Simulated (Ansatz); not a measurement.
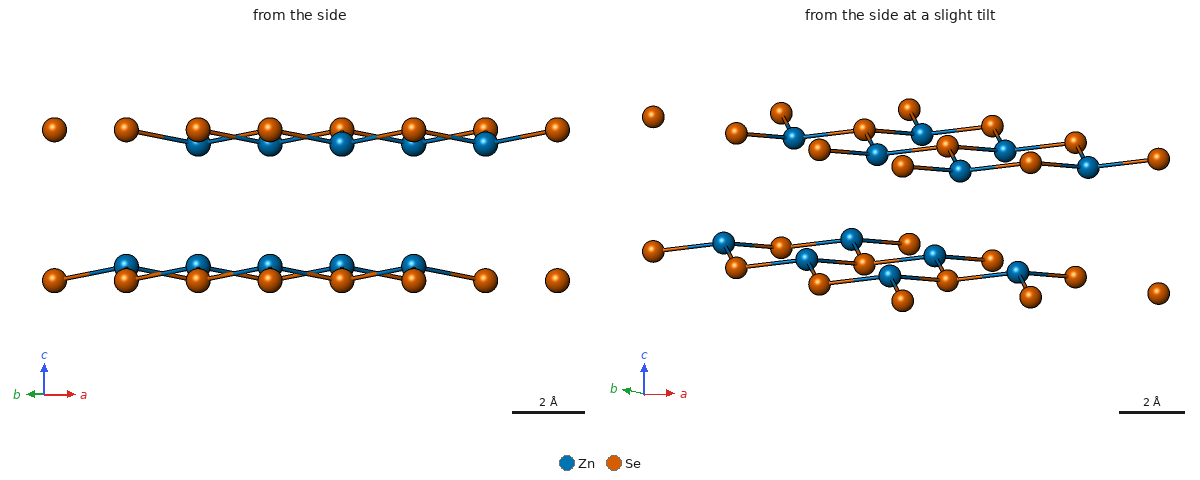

A ball-and-stick picture of a periodic slab, seen from the side and from the side at a slight tilt. The surface normal points up in side views; the vacuum is left out. 2×3 cells are drawn in the plane, with atoms at the edges repeated.

The cell holds 2 Zn, 2 Se.

### Read the thickness off the scale bar.

About 4.2 Å from the lowest to the highest atom.

### What is bonded to what?

Each Zn has three Se at about 2.4 Å. The neighbours of Se are three Zn at about 2.4 Å. The bonds build ZnSe layers parallel to the surface.

The cell started as a structure type filled with these elements by a generator (whether the compound takes this form wasn't checked). Atoms and cell were optimised with DFT PBE+D3(BJ), scalar-relativistic, plane waves, PAW (Ansatz).
